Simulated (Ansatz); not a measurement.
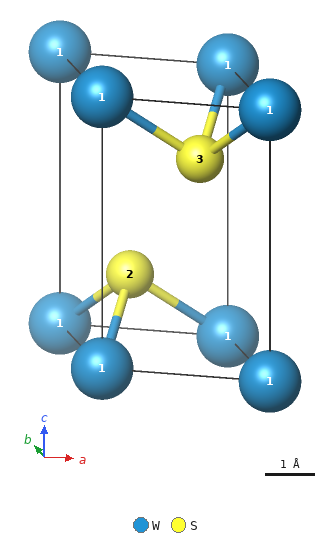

*The structure as given in the input (ball-and-stick view of the cell of the calculation, seen slightly off an axis; atoms are numbered from 1 in the order of the input).*

## Run report: WS₂, single-point calculation (part 1 of 2)

- system: WS₂ (3 atoms in the cell)
- method: DFT r2SCAN, scalar-relativistic, plane waves, PAW, spin-polarised (Ansatz 0.2.0)

The structure was built on a prototype by a generator; it need not be a known phase. It belongs to a series of runs on one base structure; here: random orbitals: random, high filling. Figures and captions count atoms from 1; the log counts them from 0 in places.

## The program's output
```
Warning: crystal.symmetry: narrowed to the stabiliser of the occupation matrices — unitary ops 12 → 2; lowered by the specified shell (site 0, l: d); largest admitted image defect 4.4e-16, smallest excluded 3.3e-1 — at a splitting's scale: the group the occupation matrices' own texture admits
W: projections on atomic orbitals take those of the free atom [Kr 4d10 4f14] 5s2 5p6 5d4 6s2, of charge +0.00 (hamiltonian.pseudopotentials.projection_atoms); the dataset's partial waves leave at most 6.5e-5 of an orbital's norm unspanned inside its sphere
S: projections on atomic orbitals take those of the free atom [Ne] 3s2 3p4, of charge +0.00 (hamiltonian.pseudopotentials.projection_atoms); the dataset's partial waves leave at most 1.6e-7 of an orbital's norm unspanned inside its sphere
Engine: ansatz 0.2.0, aarch64-unknown-linux-gnu
Pseudopotentials: kind: paw
Pseudopotential: W, paw, valence charge 14, recommended cutoff 500 eV (meta_gga), W.paw.azcp
Pseudopotential: S, paw, valence charge 6, recommended cutoff 500 eV (meta_gga), S.paw.azcp
Functional definition: r2SCAN
  parameter k0 = 0.174
  parameter k1 = 0.065
  parameter a1 = 4.9479
  exchange = r2scan_x(k0 = k0, k1 = k1, a1 = a1)
  correlation = r2scan_c
Crystal: 3 atoms, lattice volume = 64.005 Å³
Basis set: ecut = 500 eV, 1653 PW (Γ), exchange–correlation on 108×108×180 points (64 copies of the dense FFT grid, shifted against one another)
Bands: 18, of which v1, the nominal top of the filled ones, is band 13 counted from 1 (12 counted from 0)
Symmetry: 2 space group operations
k-points: 76 of 144
Non-local potential: W, projectors of the file, l = 0: 3, l = 1: 2, l = 2: 2, l = 3: 1
Non-local potential: S, projectors of the file, l = 0: 2, l = 1: 2, l = 2: 2
PAW form: soft (Blöchl's): semilocal exchange-correlation on the pseudo side does not see the compensation charge
PAW frozen core: W, regenerated for the run's functional (the file was generated under x = pbe(κ = 0.804, μ = 0.2195149727645171), c = pbe(β = 0.06672455060314922))
PAW frozen core: S, regenerated for the run's functional (the file was generated under x = pbe(κ = 0.804, μ = 0.2195149727645171), c = pbe(β = 0.06672455060314922))
PAW one-centre angular grid: W, 590 points (default); XC on 160 Gauss nodes
PAW one-centre angular grid: S, 302 points (default); XC on 160 Gauss nodes
Initial density: superposition of atomic densities (chi_scale 0.1, normalization cell)
Starting moments: Σ|m| = 2 μB on 1 of 3 sites
Initial wavefunctions: pseudopotential atomic-orbital guess
Functional: x = r2scan, c = r2scan; τ floored in thin density (d = 2e-4 eV/Å³)
SCF iter   1: F=—  HF=-12196.211487 eV  |F-HF|=—  |Δ(HF+E_count)|=         —  Δρ=7.18e-2 (↑7.18e-2 ↓4.99e-2)  dr2=1.43e1  dr2_τ=1.65e-1  dr2_m=5.97e-1  M=2.000 μB ∫|m|=2.007 μB  β_m=0.30  ethr=3.10e-3  ⟨swp⟩=5.9  Hψ=15330  notcnv=0
preconditioner: auto → Resta (q_TF=auto, 2.348 Å⁻¹)  ε∞=3.3  [insulator: Δε(μ)=3.160 eV  Ē_g=13.060 eV  σ=0.050 eV  W_gap=1.00  n_scr=22 (ndim 8)  ℏωp=19.7 eV  f_vac=0.003  D(μ)=0.00/eV (n_scr^D=0)  ε∞_Penn≈3.3]
spin=Collinear: Resta preconditioning applied to the charge; magnetization (m = ρ↑ − ρ↓) channel mixes plain (no charge-response kernel on spin).
SCF iter   2: F=—  HF=-12193.460697 eV  |F-HF|=—  |Δ(HF+E_count)|=    2.75e0  Δρ=4.90e-2 (↑4.90e-2 ↓3.45e-2)  dr2=5.55e0  dr2_τ=3.61e-2  dr2_m=3.00e-1  M=2.000 μB ∫|m|=2.009 μB  β_m=0.30  ethr=3.10e-3  ⟨swp⟩=3.1  Hψ=6841  notcnv=0  defer=101  κ⁻¹=1.0e0(r=1)
SCF iter   3: F=—  HF=-12192.277401 eV  |F-HF|=—  |Δ(HF+E_count)|=    1.18e0  Δρ=2.07e-2 (↑2.07e-2 ↓2.01e-2)  dr2=3.10e-1  dr2_τ=5.17e-2  dr2_m=1.38e-1  M=2.000 μB ∫|m|=2.018 μB  β_m=1.00  ethr=3.10e-3  ⟨swp⟩=5.3  Hψ=10224  notcnv=0  defer=105  κ⁻¹=2.8e-3(r=2)
SCF iter   4: F=—  HF=-12192.587012 eV  |F-HF|=—  |Δ(HF+E_count)|=   3.10e-1  Δρ=8.08e-3 (↑8.08e-3 ↓6.76e-3)  dr2=2.33e-1  dr2_τ=2.44e-3  dr2_m=3.69e-3  M=2.000 μB ∫|m|=2.030 μB  β_m=1.00  ethr=1.19e-3  ⟨swp⟩=3.9  Hψ=6516  notcnv=0  defer=106  κ⁻¹=5.9e-4(r=3)
SCF iter   5: F=—  HF=-12192.545669 eV  |F-HF|=—  |Δ(HF+E_count)|=   4.13e-2  Δρ=2.10e-3 (↑2.10e-3 ↓2.02e-3)  dr2=6.34e-3  dr2_τ=1.46e-3  dr2_m=2.16e-4  M=2.000 μB ∫|m|=2.038 μB  β_m=1.00  ethr=8.97e-4  ⟨swp⟩=3.8  Hψ=5799  notcnv=0  defer=107  κ⁻¹=1.2e-4(r=4)
SCF iter   6: F=—  HF=-12192.552892 eV  |F-HF|=—  |Δ(HF+E_count)|=   7.22e-3  Δρ=8.97e-4 (↑8.97e-4 ↓8.59e-4)  dr2=3.29e-3  dr2_τ=4.78e-5  dr2_m=5.32e-6  M=2.000 μB ∫|m|=2.039 μB  β_m=1.00  ethr=2.44e-5  ⟨swp⟩=2.5  Hψ=5424  notcnv=0  defer=103  κ⁻¹=7.3e-6(r=5)
Mixer restart at iter 6: flushing history
SCF iter   7: F=-12164.577541 eV  HF=-12216.726205 eV  |F-HF|=5.21e1  |Δ(HF+E_count)|=         —  Δρ=1.06e-1 (↑9.64e-2 ↓1.06e-1)  dr2=6.01e1  dr2_τ=6.91e-1  dr2_m=3.77e-1  M=0.904 μB ∫|m|=1.264 μB  β_m=0.30  ethr=1.26e-5  ⟨swp⟩=5.9  Hψ=13674  notcnv=0  defer=77
SCF iter   8: F=-12209.306101 eV  HF=-12209.343524 eV  |F-HF|=3.74e-2  |Δ(HF+E_count)|=    7.38e0  Δρ=4.77e-2 (↑4.77e-2 ↓1.53e-2)  dr2=1.21e0  dr2_τ=7.11e-1  dr2_m=3.70e-1  M=0.753 μB ∫|m|=0.976 μB  β_m=0.30  ethr=1.26e-5  ⟨swp⟩=4.5  Hψ=11894  notcnv=0  defer=93  κ⁻¹=1.0e0(r=1)
SCF iter   9: F=-12209.792817 eV  HF=-12209.677870 eV  |F-HF|=1.15e-1  |Δ(HF+E_count)|=   3.34e-1  Δρ=3.21e-2 (↑3.21e-2 ↓1.37e-2)  dr2=4.06e-1  dr2_τ=5.70e-3  dr2_m=1.89e-1  M=0.736 μB ∫|m|=0.955 μB  β_m=0.30  ethr=1.26e-5  ⟨swp⟩=3.6  Hψ=9117  notcnv=0  defer=100  κ⁻¹=1.1e-3(r=2)
SCF iter  10: F=-12209.843572 eV  HF=-12209.748044 eV  |F-HF|=9.55e-2  |Δ(HF+E_count)|=   7.02e-2  Δρ=1.29e-2 (↑1.29e-2 ↓1.24e-2)  dr2=4.54e-2  dr2_τ=2.83e-3  dr2_m=8.50e-2  M=0.774 μB ∫|m|=0.940 μB  β_m=0.30  ethr=1.26e-5  ⟨swp⟩=3.2  Hψ=8779  notcnv=0  defer=97  κ⁻¹=6.3e-5(r=3)
SCF iter  11: F=-12209.891523 eV  HF=-12209.812438 eV  |F-HF|=7.91e-2  |Δ(HF+E_count)|=   6.44e-2  Δρ=1.15e-2 (↑1.15e-2 ↓9.39e-3)  dr2=9.72e-3  dr2_τ=1.10e-3  dr2_m=6.00e-2  M=0.705 μB ∫|m|=0.848 μB  β_m=0.30  ethr=1.26e-5  ⟨swp⟩=2.1  Hψ=5970  notcnv=0  defer=97  κ⁻¹=2.8e-5(r=4)
SCF iter  12: F=-12209.909923 eV  HF=-12209.857806 eV  |F-HF|=5.21e-2  |Δ(HF+E_count)|=   4.54e-2  Δρ=8.48e-3 (↑8.43e-3 ↓8.48e-3)  dr2=1.80e-3  dr2_τ=5.02e-4  dr2_m=4.11e-2  M=0.645 μB ∫|m|=0.772 μB  β_m=0.97  ethr=1.26e-5  ⟨swp⟩=2.0  Hψ=5960  notcnv=0  defer=97
Mixer restart at iter 12: flushing history
spin-set hold released at iteration 12 (site moments contracting): the magnetisation degrees of freedom join the quasi-Newton model from the next iteration; the mixer history was flushed
SCF iter  13: F=-12209.948042 eV  HF=-12209.926586 eV  |F-HF|=2.15e-2  |Δ(HF+E_count)|=   6.88e-2  Δρ=5.94e-3 (↑5.94e-3 ↓4.09e-3)  dr2=3.88e-3  dr2_τ=1.56e-3  dr2_m=1.34e-2  M=0.478 μB ∫|m|=0.561 μB  β_m=1.19  ethr=6.94e-6  ⟨swp⟩=3.4  Hψ=7728  notcnv=0  defer=97  κ⁻¹=1.0e0(r=1)
SCF iter  14: F=-12209.968093 eV  HF=-12209.954326 eV  |F-HF|=1.38e-2  |Δ(HF+E_count)|=   2.77e-2  Δρ=2.92e-3 (↑2.92e-3 ↓2.52e-3)  dr2=3.68e-3  dr2_τ=6.57e-4  dr2_m=2.96e-3  M=0.310 μB ∫|m|=0.361 μB  β_m=1.14  ethr=6.94e-6  ⟨swp⟩=3.3  Hψ=7429  notcnv=0  defer=98  κ⁻¹=3.1e-1(r=2)
SCF iter  15: F=-12209.980250 eV  HF=-12209.968424 eV  |F-HF|=1.18e-2  |Δ(HF+E_count)|=   1.41e-2  Δρ=3.22e-3 (↑3.22e-3 ↓2.64e-3)  dr2=3.76e-3  dr2_τ=5.72e-4  dr2_m=3.50e-3  M=0.148 μB ∫|m|=0.230 μB  β_m=0.86  ethr=6.94e-6  ⟨swp⟩=2.0  Hψ=6108  notcnv=0  defer=97  κ⁻¹=4.3e-2(r=3)
SCF iter  16: F=-12209.983559 eV  HF=-12209.973807 eV  |F-HF|=9.75e-3  |Δ(HF+E_count)|=   5.38e-3  Δρ=3.15e-3 (↑3.15e-3 ↓2.48e-3)  dr2=3.45e-3  dr2_τ=3.36e-4  dr2_m=3.22e-3  M=0.108 μB ∫|m|=0.202 μB  β_m=0.83  ethr=6.94e-6  ⟨swp⟩=2.6  Hψ=5161  notcnv=0  defer=97  κ⁻¹=4.1e-3(r=4)
SCF iter  17: F=-12209.988698 eV  HF=-12209.986513 eV  |F-HF|=2.18e-3  |Δ(HF+E_count)|=   1.27e-2  Δρ=1.20e-3 (↑1.20e-3 ↓9.12e-4)  dr2=6.57e-4  dr2_τ=2.72e-5  dr2_m=3.79e-4  M=0.060 μB ∫|m|=0.135 μB  β_m=0.30  ethr=6.94e-6  ⟨swp⟩=2.1  Hψ=5642  notcnv=0  defer=97  κ⁻¹=1.8e-3(r=5)
SCF iter  18: F=-12209.989287 eV  HF=-12209.988739 eV  |F-HF|=5.48e-4  |Δ(HF+E_count)|=   2.23e-3  Δρ=6.85e-4 (↑6.85e-4 ↓6.71e-4)  dr2=4.47e-5  dr2_τ=1.45e-5  dr2_m=2.50e-4  M=0.055 μB ∫|m|=0.117 μB  β_m=0.66  ethr=2.53e-6  ⟨swp⟩=2.0  Hψ=5365  notcnv=0  defer=98  κ⁻¹=8.9e-4(r=6)
SCF iter  19: F=-12209.989347 eV  HF=-12209.989104 eV  |F-HF|=2.43e-4  |Δ(HF+E_count)|=   3.65e-4  Δρ=4.71e-4 (↑4.71e-4 ↓3.16e-4)  dr2=9.61e-5  dr2_τ=8.69e-6  dr2_m=5.45e-5  M=0.057 μB ∫|m|=0.119 μB  β_m=1.20  ethr=1.72e-7  ⟨swp⟩=3.1  Hψ=6497  notcnv=0  defer=99  κ⁻¹=8.0e-4(r=7)
SCF iter  20: F=-12209.989447 eV  HF=-12209.989417 eV  |F-HF|=2.96e-5  |Δ(HF+E_count)|=   3.13e-4  Δρ=1.80e-4 (↑1.73e-4 ↓1.80e-4)  dr2=4.23e-6  dr2_τ=2.30e-6  dr2_m=1.65e-5  M=0.056 μB ∫|m|=0.115 μB  β_m=1.20  ethr=1.72e-7  ⟨swp⟩=3.5  Hψ=5828  notcnv=0  defer=98  κ⁻¹=3.2e-4(r=8)
SCF iter  21: F=-12209.989455 eV  HF=-12209.989448 eV  |F-HF|=6.90e-6  |Δ(HF+E_count)|=   3.12e-5  Δρ=7.52e-5 (↑7.52e-5 ↓5.35e-5)  dr2=2.53e-6  dr2_τ=2.07e-7  dr2_m=1.55e-6  M=0.057 μB ∫|m|=0.118 μB  β_m=1.20  ethr=1.63e-8  ⟨swp⟩=2.9  Hψ=5187  notcnv=0  defer=98  κ⁻¹=1.4e-4(r=8)
SCF iter  22: F=-12209.989457 eV  HF=-12209.989452 eV  |F-HF|=4.95e-6  |Δ(HF+E_count)|=   4.12e-6  Δρ=3.01e-5 (↑2.83e-5 ↓3.01e-5)  dr2=5.40e-7  dr2_τ=4.07e-8  dr2_m=2.81e-7  M=0.057 μB ∫|m|=0.119 μB  β_m=1.20  ethr=9.73e-9  ⟨swp⟩=2.0  Hψ=4616  notcnv=0  defer=98  κ⁻¹=8.4e-5(r=8)
SCF iter  23: F=-12209.989458 eV  HF=-12209.989457 eV  |F-HF|=1.01e-6  |Δ(HF+E_count)|=   4.56e-6  Δρ=1.12e-5 (↑1.10e-5 ↓1.12e-5)  dr2=1.01e-7  dr2_τ=5.93e-9  dr2_m=2.92e-8  M=0.057 μB ∫|m|=0.120 μB  β_m=1.20  ethr=2.08e-9  ⟨swp⟩=2.0  Hψ=4604  notcnv=0  defer=98  κ⁻¹=8.9e-6(r=8)
iter 24 did not close the SCF: its close was put off for a magnetic moment that had not settled (scf_convergence_deferred on its scf_iter line)
SCF iter  24: F=-12209.989458 eV  HF=-12209.989458 eV  |F-HF|=5.53e-8  |Δ(HF+E_count)|=   9.88e-7  Δρ=4.85e-6 (↑3.79e-6 ↓4.85e-6)  dr2=1.51e-8  dr2_τ=5.99e-10  dr2_m=4.16e-9  M=0.058 μB ∫|m|=0.120 μB  β_m=1.20  ethr=3.85e-10  ⟨swp⟩=14.6  Hψ=21051  notcnv=0  κ⁻¹=1.3e-6(r=8)
iter 25 did not close the SCF: its close was put off for a magnetic moment that had not settled (scf_convergence_deferred on its scf_iter line)
SCF iter  25: F=-12209.989458 eV  HF=-12209.989458 eV  |F-HF|=8.30e-9  |Δ(HF+E_count)|=   6.14e-8  Δρ=2.28e-6 (↑1.87e-6 ↓2.28e-6)  dr2=2.69e-9  dr2_τ=1.95e-10  dr2_m=1.46e-9  M=0.058 μB ∫|m|=0.120 μB  β_m=1.20  ethr=5.80e-11  ⟨swp⟩=6.2  Hψ=16467  notcnv=0  κ⁻¹=1.1e-6(r=8)
iter 26 did not close the SCF: its close was put off for a magnetic moment that had not settled (scf_convergence_deferred on its scf_iter line)
SCF iter  26: F=-12209.989458 eV  HF=-12209.989458 eV  |F-HF|=6.75e-9  |Δ(HF+E_count)|=   5.15e-9  Δρ=6.53e-7 (↑5.83e-7 ↓6.53e-7)  dr2=4.33e-10  dr2_τ=8.94e-12  dr2_m=6.78e-11  M=0.058 μB ∫|m|=0.120 μB  β_m=1.20  ethr=1.04e-11  ⟨swp⟩=6.0  Hψ=15714  notcnv=0  κ⁻¹=4.6e-7(r=8)
SCF iter  27: F=-12209.989458 eV  HF=-12209.989458 eV  |F-HF|=2.46e-9  |Δ(HF+E_count)|=   4.61e-9  Δρ=3.29e-7 (↑3.29e-7 ↓3.18e-7)  dr2=1.21e-10  dr2_τ=2.53e-12  dr2_m=1.81e-11  M=0.058 μB ∫|m|=0.120 μB  ethr=1.66e-12  ⟨swp⟩=5.1  Hψ=14248  notcnv=0
WARN: hamiltonian.hubbard: on 2 of 2 specified blocks the occupation matrix of this SCF's result fails the test of the specified filling. At site 0 ↑ (sites count from 0 in the list of atoms of the cell that this SCF solves) the least filled combination of the orbitals specified full has occupation 0.411, and the fullest combination of the orbitals specified empty has occupation 0.547; the filling counts as kept where the first is at least 0.75 and exceeds the second by more than 0.25. The same holds at site 0 ↓. The state of this SCF's result may not hold the specified filling, though these bounds can also misjudge a state that does. This warning does not say which state is lower in energy, or whether the specified filling is a self-consistent state at all; see hamiltonian.hubbard.sites[].starting_ns, Limitations, and scf.initial_density.shell_occupations in the input reference
SCF 1 converged in 27 iterations: F = -12209.989458 eV  dr2 = 1.21e-10
  greatest PAW one-centre occupation: 0.999 electrons in one spin orbital (limit 2), on the W atom at site 0 (counted from 0), in its partial waves of l = 0
```
